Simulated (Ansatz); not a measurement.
# Single-point calculation, with input and output: Ge

System: Ge (4 atoms in the cell).
Method: DFT PBEsol, scalar-relativistic, plane waves, PAW, no spin polarisation (Ansatz 0.2.0).

The structure derives from a Materials Project entry. It belongs to a series of runs on one base structure; here: band edges sought over the zone.

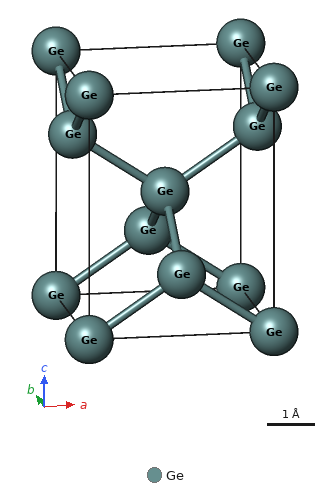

*The input geometry (ball-and-stick view of the cell of the calculation, seen slightly off an axis). An atom can appear more than once, as a periodic image.*

## Input file
```yaml
crystal:
  lattice:
    - [2.8727624323, 2.8727624323, 0.0]
    - [-2.8727624323, 2.8727624323, 0.0]
    - [0.0, 0.0, 5.4478600462]
  atoms:
    - { symbol: Ge, position: [0.5, 0.5, 0.5] }
    - { symbol: Ge, position: [0.5, 0.0, 0.25] }
    - { symbol: Ge, position: [0.0, 0.0, 0.0] }
    - { symbol: Ge, position: [0.0, 0.5, 0.75] }
basis:
  ecutwfc: 420
kpoints:
  mp_grid: { grid: [14, 14, 10] }
  band_path: { path: [VBM, CBM], npoints: 2 }
hamiltonian:
  xc: pbesol
scf:
  occupations: { method: gaussian, width: 0.1 }
output:
  forces: true
  stress: true
  eigenvalues: true
checkpoint:
  read: start.run
  write: ck
  compress: false
  write_wavefunctions: false
  write_every: 100000
```

Machine: 1 thread of Intel Xeon @ 2.50GHz (Skylake/Cascade Lake), 32 GiB of memory available, shared host.

Launched with:
```bash
ansatz run input.yaml --threads 1 --pin off --max-ram 2560MiB --backend cpu --events-out ev --progress --plain --runs-dir out
```

## What the program printed
```
Engine: ansatz 0.2.0, x86_64-unknown-linux-gnu
Pseudopotentials: kind: paw
Pseudopotential: Ge, paw, valence charge 14, recommended cutoff 420 eV (normal), Ge.paw.azcp
Functional definition: PBEsol
  exchange = pbesol_x
  correlation = pbesol_c
Crystal: 4 atoms, lattice volume = 89.920 Å³
Basis set: ecut = 420 eV, 1811 PW (Γ), exchange–correlation on 60×60×80 points (8 copies of the dense FFT grid, shifted against one another)
Bands: 34, of which v1, the nominal top of the filled ones, is band 28 counted from 1 (27 counted from 0)
Symmetry: 32 space group operations
Space group: I41/amd (ITA 141), of the structure as read, at distance tolerance 4.5e-5 Å
k-points: 216 of 1960
Non-local potential: Ge, projectors of the file, l = 0: 2, l = 1: 2, l = 2: 3, l = 3: 1
PAW form: soft (Blöchl's): semilocal exchange-correlation on the pseudo side does not see the compensation charge
PAW frozen core: Ge, regenerated for the run's functional, and the local potential with it (the file was generated under x = pbe(κ = 0.804, μ = 0.2195149727645171), c = pbe(β = 0.06672455060314922))
PAW one-centre angular grid: Ge, 590 points (default); XC on 64 Gauss nodes
Initial density: read from a saved state, or passed on in memory by an earlier SCF of this step, an earlier step, the calling program or the single point that the run made first
Stability of the state it starts from, as read at its close in the unpolarized treatment: not read negative (Ritz values of 1 − χ₀K, real part plus size of imaginary part, from 0.76 to 1.0, by its mixing steps under the symmetry group of the SCF that read it)
Initial wavefunctions: pseudopotential atomic-orbital guess
Functional: x = pbesol(κ = 0.804, μ = 0.12345679012345678), c = pbesol(β = 0.046)
iter 1 solved again at ethr=2.77e-7 eV; its pass at ethr=3.10e-3 eV (dr2=1.55e-4 eV) is discarded
SCF iter   1: F=—  HF=-17013.947783 eV  |F-HF|=—  |Δ(HF+E_count)|=         —  Δρ=1.19e-6  dr2=5.62e-10  ethr=2.77e-7  ⟨swp⟩=2.1  Hψ=42672  notcnv=0
eigensolver tolerance schedule: the retry pair's looser diagonalisation over-reported the residual by 276343.45 of it (diagonalisation noise at an unbounded share of the residual, at the tolerance the schedule requests for it); recorded, not acted on — ethr = c·dr2/N_el stays at c = 1.0e-1
preconditioner: auto → Kerker (q_TF=auto, 2.521 Å⁻¹)  [metal: Δε(μ)=0.058 eV  Ē_g=22.604 eV  σ=0.100 eV  W_gap=0.32  n_scr=28 (ndim 8)  ℏωp=29.3 eV  f_vac=0.057  D(μ)=0.11/eV (n_scr^D=0)]
SCF iter   2: F=—  HF=-17013.947783 eV  |F-HF|=—  |Δ(HF+E_count)|=   2.88e-7  Δρ=7.39e-7  dr2=2.22e-10  ethr=1.00e-12  ⟨swp⟩=5.4  Hψ=30543  notcnv=0
SCF iter   3: F=-17013.947783 eV  HF=-17013.947783 eV  |F-HF|=1.53e-10  |Δ(HF+E_count)|=  2.40e-10  Δρ=4.27e-7  dr2=7.83e-11  ethr=1.00e-12  ⟨swp⟩=1.0  Hψ=19923  notcnv=0
SCF 1 converged in 3 iterations: F = -17013.947783 eV  dr2 = 7.83e-11
  greatest PAW one-centre occupation: 0.998 electrons in one spin orbital (limit 2), on the Ge atom at site 3 (counted from 0), in its partial waves of l = 2
NSCF: frozen V_eff on 40 k-points
NSCF: frozen V_eff on 40 k-points
NSCF: frozen V_eff on 40 k-points
NSCF: frozen V_eff on 40 k-points
NSCF: frozen V_eff on 21 k-points
NSCF: frozen V_eff on 21 k-points
NSCF: frozen V_eff on 23 k-points
NSCF: frozen V_eff on 26 k-points
NSCF: frozen V_eff on 8 k-points
NSCF: frozen V_eff on 18 k-points
NSCF: frozen V_eff on 10 k-points
NSCF: frozen V_eff on 17 k-points
NSCF: frozen V_eff on 5 k-points
NSCF: frozen V_eff on 17 k-points
NSCF: frozen V_eff on 17 k-points
NSCF: frozen V_eff on 5 k-points
NSCF: frozen V_eff on 17 k-points
NSCF: frozen V_eff on 17 k-points
NSCF: frozen V_eff on 17 k-points
NSCF: frozen V_eff on 5 k-points
NSCF: frozen V_eff on 17 k-points
NSCF: frozen V_eff on 5 k-points
NSCF: frozen V_eff on 17 k-points
WARN: the band path's VBM lies 0.151 eV over its CBM: any gap on the run's own k-points comes from their sampling
NSCF: frozen V_eff on 3 k-points
SCF converged after 3 iterations
Free energy (F): -17013.947783 eV
Harris-Foulkes:  -17013.947783 eV  (|F-HF|=1.53e-10)
Internal energy: -17013.947258 eV  (E = F + TS)
E sigma→0 (E₀):  -17013.947520 eV
Entropy (-TS):   -0.000525 eV (-0.131 meV/atom)
Fermi energy:    8.605809 eV
--- Per-component energies (eV) ---
  E_band       = -600.307706
  E_kinetic    = 446.866563
  E_local      = -9863.374285  (includes V_loc(G=0)·N_el)
  E_nonlocal   = 1680.870814
  E_hartree    = 4324.077173
  E_xc         = -300.236339
  E_vxc        = -259.402772  (∫ρ·V_xc dr)
  E_paw        = -7916.582395  (= ΣΔE_a)
  E_vpaw       = -1253.422644  (= ΣTr[D̂ρ^β])
  E_aug_tail   = 0.001191  (compensation charges beyond the density's cutoff)
  E_ewald      = -5389.241724
  E_core_change = 3.671745  (= ΣΔE_core)
  E_smearing   = -0.000525  (= −TS)
  E_closure    = -0.000000  (closes the sum)
  Σ components = -17013.947783   (vs F -17013.947783, Δ=0.00e0)
--- Forces (eV/Å), atoms counted from 1 ---
  atom   1  Ge    -0.00000000     0.00000000    -0.00000000
  atom   2  Ge     0.00000000     0.00000000    -0.00000000
  atom   3  Ge    -0.00000000     0.00000000    -0.00000000
  atom   4  Ge     0.00000000     0.00000000     0.00000000
  max |Σ_I F_I| component: 6.25e-17 eV/Å
--- Stress (GPa, compression-positive) ---
        0.000705       0.000000      -0.000000
       -0.000000       0.000705      -0.000000
       -0.000000      -0.000000       3.422258
  P = ⅓ Tr σ = 1.1412 GPa (11.412 kbar)
--- Band table (eV; the first three rows and the last of 216) ---
  k-point 0: bands = ["-16.3102", "-16.3102", "-16.2956", "-16.2812", "-16.2812", "-16.2524", "-16.2461", "-16.2223", "-16.2223", "-16.1298", "-16.1298", "-16.0879", "-16.0879", "-16.0430", "-16.0430", "-16.0297", "-16.0203", "-16.0144", "-15.9915", "-15.9915", "-4.3094", "-0.2156", "-0.2156", "5.1828", "5.1828", "8.4061", "8.4061", "8.5577", "8.7958", "8.9158", "8.9158", "10.9090", "11.1650", "11.1650"]
  k-point 1: bands = ["-16.3095", "-16.3095", "-16.2960", "-16.2820", "-16.2820", "-16.2509", "-16.2430", "-16.2407", "-16.2020", "-16.1485", "-16.1112", "-16.1078", "-16.0693", "-16.0416", "-16.0416", "-16.0382", "-16.0157", "-16.0152", "-15.9927", "-15.9927", "-4.2658", "-0.9461", "0.5630", "5.2284", "5.2284", "7.7083", "8.2117", "8.2117", "8.7337", "9.2209", "9.6319", "10.7504", "11.4047", "11.4047"]
  k-point 2: bands = ["-16.3077", "-16.3077", "-16.2967", "-16.2843", "-16.2843", "-16.2568", "-16.2462", "-16.2344", "-16.1802", "-16.1669", "-16.1282", "-16.0934", "-16.0529", "-16.0524", "-16.0377", "-16.0377", "-16.0198", "-16.0103", "-15.9961", "-15.9961", "-4.1351", "-1.6199", "1.3808", "5.3646", "5.3646", "6.7578", "7.7662", "7.7662", "8.6723", "9.6464", "10.3731", "10.5146", "11.9849", "11.9849"]
  k-point 215: bands = ["-16.3385", "-16.3385", "-16.3385", "-16.3385", "-16.2048", "-16.2048", "-16.2048", "-16.2048", "-16.1379", "-16.1379", "-16.1379", "-16.1379", "-16.0973", "-16.0973", "-16.0973", "-16.0973", "-15.9628", "-15.9628", "-15.9628", "-15.9628", "-0.3475", "-0.3475", "-0.3475", "-0.3475", "4.5603", "4.5603", "4.5603", "4.5603", "13.3113", "13.3113", "13.3113", "13.3113", "13.5845", "13.5845"]
```

## Summary

- outcome: converged
- space group (tolerance 0.01 Å): I4₁/amd (141)
- electrons treated: 56
- free energy: −17013.9478 eV
- Fermi energy: 8.606 eV
- gap on the k-point mesh: 0.06 eV
- pressure: 1.14 GPa
- largest force (length of the vector): under 0.001 eV/Å
- wall time: 49 s
- peak memory: 0.71 GiB
